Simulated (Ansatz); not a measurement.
## Run report: Al$_{2}$O$_{3}$, single-point calculation

- system: Al$_{2}$O$_{3}$ (R-3c, 10 atoms in the cell)
- method: DFT PBE, scalar-relativistic, plane waves, PAW, no spin polarisation (Ansatz 0.2.0)

The structure derives from an entry of the Crystallography Open Database.

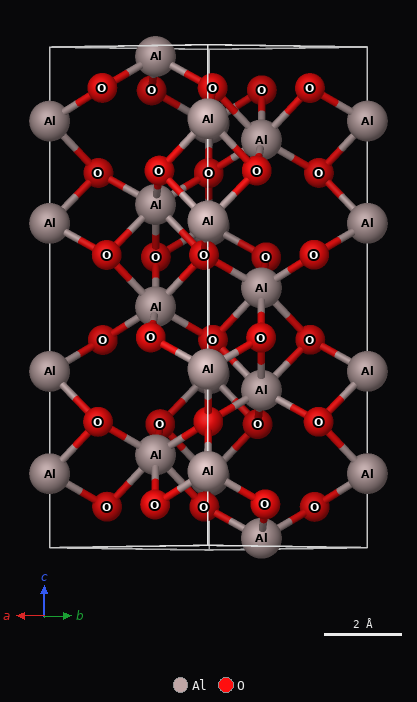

Figure 1. The structure as given in the input (ball-and-stick view of the cell 3 times as large as that of the calculation, set on its symmetry axes, seen at an oblique angle). An atom can appear more than once, as a periodic image.

## Results in brief

| quantity | value |
| --- | --- |
| outcome | converged |
| space group (tolerance 0.01 Å) | R-3c (167) |
| electrons treated | 48 |
| free energy | −5569.6089 eV |
| Fermi energy | 10.285 eV |
| gap on the k-point mesh | 5.85 eV |
| gap on the band path | 5.85 eV |
| hardware | 2 threads of Arm Neoverse V2, 24 GiB of memory available, shared host |
| wall time | 5.3 s (CPU time 10 s) |
| peak memory | 0.35 GiB |

## Input file
```yaml
crystal:
  lattice:
    - [2.4043547753, 1.3881548767, 4.3744983284]
    - [-2.4043547753, 1.3881548767, 4.3744983284]
    - [0.0, -2.7763097535, 4.3744983284]
  atoms:
    - { symbol: Al, position: [0.3521453632, 0.3521453632, 0.3521453632] }
    - { symbol: Al, position: [0.1478546368, 0.1478546368, 0.1478546368] }
    - { symbol: Al, position: [0.6478546368, 0.6478546368, 0.6478546368] }
    - { symbol: Al, position: [0.8521453632, 0.8521453632, 0.8521453632] }
    - { symbol: O, position: [0.5561715225, 0.9438284775, 0.25] }
    - { symbol: O, position: [0.25, 0.5561715225, 0.9438284775] }
    - { symbol: O, position: [0.9438284775, 0.25, 0.5561715225] }
    - { symbol: O, position: [0.4438284775, 0.0561715225, 0.75] }
    - { symbol: O, position: [0.75, 0.4438284775, 0.0561715225] }
    - { symbol: O, position: [0.0561715225, 0.75, 0.4438284775] }
basis:
  ecutwfc: 420
kpoints:
  mp_grid: { grid: [6, 6, 6] }
  band_path: { path: [VBM, CBM], npoints: 2 }
hamiltonian:
  xc: pbe
scf:
  occupations: { method: gaussian, width: 0.02 }
output:
  forces: false
  stress: false
  eigenvalues: true
checkpoint:
  read: start.run
  write: ck
  compress: false
  write_wavefunctions: false
  write_every: 100000
```

Run as:
```bash
ansatz run input.yaml --threads 2 --pin off --max-ram 5120MiB --backend cpu --events-out ev --progress --plain --runs-dir out
```

## Log
```
Warning: checkpoint.read: basis.xc_grid differs: saved 2, current 1 (points along each axis for each point of the dense box; where the key is left out runs that use forces, runs that use the stress, dielectric runs by a finite field, finite-displacement phonons, runs of phonons.displacement_patterns under a GGA or a meta-GGA, phonons by method: dfpt, dielectric runs by the response, runs on support functions, runs on PAW files under a meta-GGA or a hybrid on one, runs at kind: all_electron or under a hybrid on a GGA, runs under a text's formulas of a gradient, and runs on PAW files that evaluate rPW86 or Becke's exchange or LYP's correlation can take a finer level, which can go by the root key accuracy; a number is taken as typed: the saved number, typed, holds this deck to the state's level, where the deck is accepted there); the SCF iterates at this deck's level from the saved density; a trajectory continued from that state goes on on another energy surface; basis.xc_grid: 2, typed and accepted, keeps it on the saved one
Engine: ansatz 0.2.0, aarch64-unknown-linux-gnu
Pseudopotentials: kind: paw
Pseudopotential: Al, paw, valence charge 3, recommended cutoff 420 eV (normal), Al.paw.azcp
Pseudopotential: O, paw, valence charge 6, recommended cutoff 420 eV (normal), O.paw.azcp
Functional definition: PBE
  parameter kappa = 0.804
  parameter beta = 0.06672455060314922
  exchange = pbe_x(kappa = kappa, mu = beta*pi^2/3)
  correlation = pbe_c(beta = beta)
Crystal: 10 atoms, lattice volume = 87.602 Å³
Basis set: ecut = 420 eV, 1707 PW (Γ)
Bands: 34, of which v1, the nominal top of the filled ones, is band 24 counted from 1 (23 counted from 0)
Symmetry: 12 space group operations
Space group: R-3c (ITA 167), of the structure as read, at distance tolerance 4.4e-5 Å
k-points: 32 of 216
Non-local potential: Al, projectors of the file, l = 0: 2, l = 1: 2, l = 2: 1
Non-local potential: O, projectors of the file, l = 0: 2, l = 1: 2, l = 2: 1
PAW form: soft (Blöchl's): semilocal exchange-correlation on the pseudo side does not see the compensation charge
PAW one-centre angular grid: Al, 110 points (default); XC on 64 Gauss nodes
PAW one-centre angular grid: O, 110 points (default); XC on 64 Gauss nodes
Initial density: read from a saved state, or passed on in memory by an earlier SCF of this step, an earlier step, the calling program or the single point that the run made first
Initial wavefunctions: pseudopotential atomic-orbital guess
Functional: x = pbe(κ = 0.804, μ = 0.2195149727645171), c = pbe(β = 0.06672455060314922)
iter 1 solved again at ethr=2.18e-8 eV; its pass at ethr=3.10e-3 eV (dr2=1.05e-5 eV) is discarded
SCF iter   1: F=—  HF=-5569.608927 eV  |F-HF|=—  |Δ(HF+E_count)|=         —  Δρ=1.85e-6  dr2=1.95e-9  ethr=2.18e-8  ⟨swp⟩=3.5  Hψ=9131  notcnv=0
preconditioner: auto → Resta (q_TF=auto, 2.468 Å⁻¹)  ε∞=3.5  [insulator: Δε(μ)=5.851 eV  Ē_g=17.234 eV  σ=0.020 eV  W_gap=1.00  n_scr=20 (ndim 8)  ℏωp=27.5 eV  f_vac=0.000  D(μ)=0.00/eV (n_scr^D=0)  ε∞_Penn≈3.5]
SCF iter   2: F=-5569.608927 eV  HF=-5569.608927 eV  |F-HF|=3.42e-10  |Δ(HF+E_count)|=  9.33e-10  Δρ=8.46e-7  dr2=3.47e-10  ethr=4.05e-12  ⟨swp⟩=6.0  Hψ=3639  notcnv=0
SCF 1 converged in 2 iterations: F = -5569.608927 eV  dr2 = 3.47e-10
  greatest PAW one-centre occupation: 0.858 electrons in one spin orbital (limit 2), on the O atom at site 9 (counted from 0), in its partial waves of l = 0
NSCF: frozen V_eff on 32 k-points
NSCF: frozen V_eff on 32 k-points
NSCF: frozen V_eff on 32 k-points
NSCF: frozen V_eff on 1 k-points
NSCF: frozen V_eff on 3 k-points
NSCF: frozen V_eff on 10 k-points
NSCF: frozen V_eff on 10 k-points
NSCF: frozen V_eff on 3 k-points
NSCF: frozen V_eff on 3 k-points
SCF converged after 2 iterations
Free energy (F): -5569.608927 eV
Harris-Foulkes:  -5569.608927 eV  (|F-HF|=3.42e-10)
Internal energy: -5569.608927 eV  (E = F + TS)
E sigma→0 (E₀):  -5569.608927 eV
Fermi energy:    10.285370 eV
--- Per-component energies (eV) ---
  E_band       = 52.960030
  E_kinetic    = 1178.344763
  E_local      = -2008.439047  (includes V_loc(G=0)·N_el)
  E_nonlocal   = 323.392157
  E_hartree    = 743.806734
  E_xc         = -612.294360
  E_vxc        = -695.392400  (∫ρ·V_xc dr)
  E_paw        = -2820.981539  (= ΣΔE_a)
  E_vpaw       = -232.573724  (= ΣTr[D̂ρ^β])
  E_aug_tail   = 0.015143  (compensation charges beyond the density's cutoff)
  E_ewald      = -2373.452778
  E_smearing   = -0.000000  (= −TS)
  E_closure    = -0.000000  (closes the sum)
  Σ components = -5569.608927   (vs F -5569.608927, Δ=0.00e0)
--- Band table (eV; the first three rows and the last of 32) ---
  k-point 0: bands = ["-11.6322", "-9.4200", "-9.1585", "-9.1585", "-8.8570", "-8.8570", "0.6280", "1.5893", "1.9874", "1.9874", "3.0757", "3.2042", "3.2042", "4.1851", "4.4736", "5.9889", "5.9889", "6.1270", "6.1270", "6.8998", "6.8998", "7.3290", "7.3290", "7.3600", "13.2107", "16.2833", "17.7515", "18.6462", "18.6462", "18.7968", "19.5292", "19.5292", "19.6193", "20.5182"]
  k-point 1: bands = ["-11.4950", "-9.4892", "-9.2339", "-9.1842", "-8.9213", "-8.8668", "0.7763", "1.3619", "1.8046", "2.5526", "2.5811", "3.1421", "4.0400", "4.7119", "4.7535", "5.5188", "5.8852", "6.0224", "6.1893", "6.5215", "6.7163", "7.0342", "7.2927", "7.3173", "13.8463", "16.7770", "17.3556", "18.3198", "18.3431", "18.6522", "19.6332", "19.7588", "20.0613", "20.0745"]
  k-point 2: bands = ["-11.1056", "-9.9220", "-9.2097", "-9.1822", "-9.0571", "-8.9275", "0.9639", "1.4112", "1.6319", "2.4472", "3.2059", "3.6556", "4.4107", "5.0381", "5.1490", "5.2540", "5.5726", "5.7028", "5.9665", "6.0431", "6.5584", "6.8440", "7.1540", "7.1922", "15.1631", "16.8831", "17.2582", "17.5586", "18.0604", "18.6034", "19.4273", "19.5909", "20.0544", "20.6185"]
  k-point 31: bands = ["-10.6800", "-10.6800", "-9.0254", "-9.0254", "-9.0254", "-9.0254", "1.9039", "1.9039", "3.0681", "3.0681", "3.0681", "3.0681", "3.3639", "3.3639", "5.1874", "5.1874", "5.4430", "5.4430", "5.4430", "5.4430", "7.0080", "7.0080", "7.0080", "7.0080", "15.7172", "15.7172", "18.2304", "18.2304", "19.4518", "19.4518", "19.8439", "19.8439", "19.8439", "19.8439"]
```

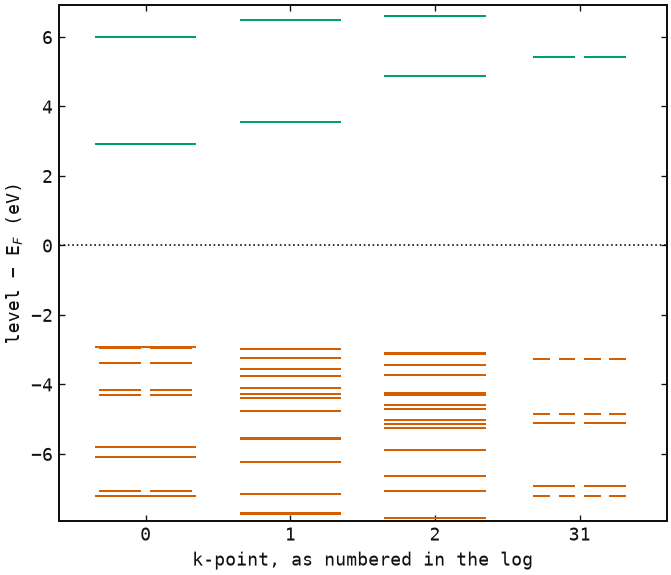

Figure 2. Kohn–Sham levels near the Fermi level (dotted) at the few k-points that the log prints; levels within 0.02 eV of each other stand side by side. Among these points the highest filled and lowest empty levels are 5.85 eV apart, which is the gap on the mesh.
